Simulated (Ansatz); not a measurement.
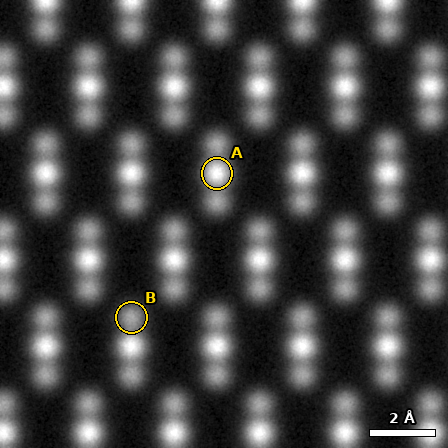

HAADF-like image of Ge (P6_3/mmc, No. 194) along [201]. The image is simulated as a sum over atoms of Z^1.7, blurred by a 0.63 Å probe (no channelling). The probe carries 25 % of its weight in a tail 2.5 times as wide. The display is stretched by a gamma of 0.65; percentages refer to the linear signal. Shot noise was added. Model: the end point of a relaxation with Ansatz 0.2.0, DFT, BLYP, plane waves (420 eV) with PAW, scalar-relativistic; the starting structure was generated, so it need not be a known form of this composition.

```
Ge
1.0
     3.12274    0.00000    0.00000
    -1.56137    2.70437    0.00000
     0.00000    0.00000   10.32028
Ge
4
Direct
  0.00000 0.00000 0.00000
  0.00000 0.00000 0.50000
  0.33333 0.66667 0.25000
  0.66667 0.33333 0.75000
```

**Name the elements in each circled column.**

A: Ge (2 Ge per 12.06 Å along the beam; the brightest kind). B: Ge (1 Ge per 12.06 Å along the beam; about 50 % of the brightest peak). Brightness is counted from the darkest point of the image.
